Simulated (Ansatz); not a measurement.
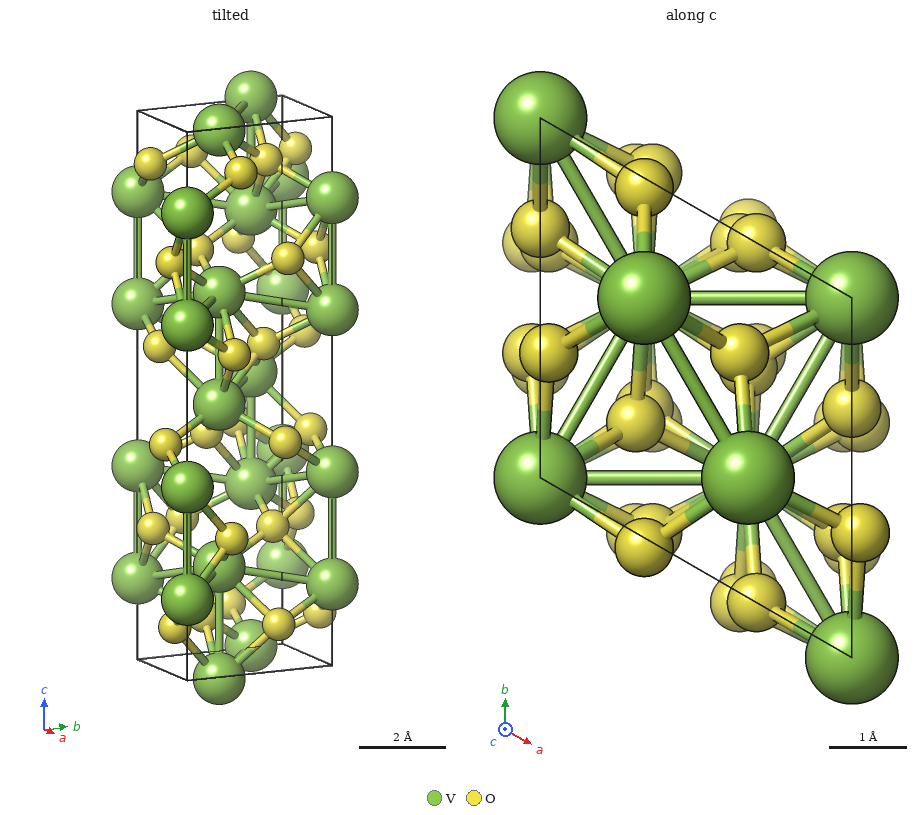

An orthographic ball-and-stick view of the structure, slightly off an axis and along the c axis. One conventional unit cell is framed, with atoms on its boundary repeated. Cell: a = 4.72 Å, b = 4.72 Å, c = 12.89 Å, α = 90.00°, β = 90.00°, γ = 120.00°.

Origin: a generated cell, made by putting these elements into a known structure type (the compound may or may not exist in this form); unrelaxed. Ansatz was used for an electronic-structure calculation on it.

**What is this?**

The compound is V2O3. Its lattice is rhombohedral (trigonal R), its space group R-3c (No. 167). This arrangement goes by the name corundum. Cell content: 12 V, 18 O, that is 6 formula units. Neighbours within bonding distance: V 10 and O 4. Not all metal-metal contacts are counted.

The numbers come from Ansatz, DFT, PAW plane waves, PBE+U, using plane waves to 420 eV, k-points about 0.37 Å⁻¹ apart, Gaussian smearing of 0.066 eV, U_eff = 5.87 eV on V d, inter-site V terms, collinear spins.

**Which atoms carry magnetic moments in this run, and how do they order?**

The state reached is antiferromagnetic. Sizes: V 1.4 μB; net moment 0.0 μB in the run's cell of 10 atoms.

**Predict the gap.**

A semiconductor at this level, with a gap of 2.82 eV on the k-mesh.

**Give the Bader charge of each element.**

V +1.89 e; O -1.26 e.

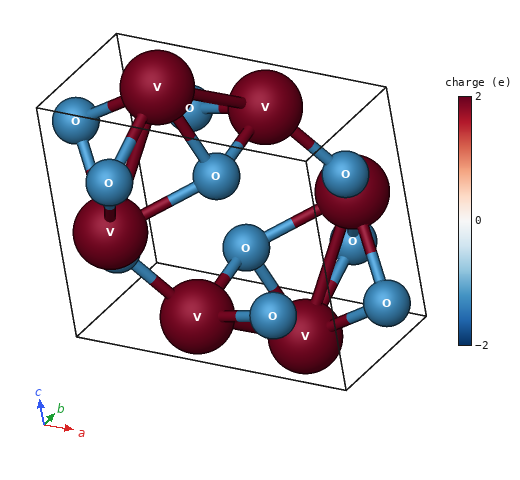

The atoms coloured by those charges. The run's cell of 10 atoms is drawn, so axes and origin can differ from the first picture.

**Can this geometry be taken as optimised?**

No. The largest force is 0.31 eV/Å, on O. The pressure is 85.3 GPa, so the cell would expand.
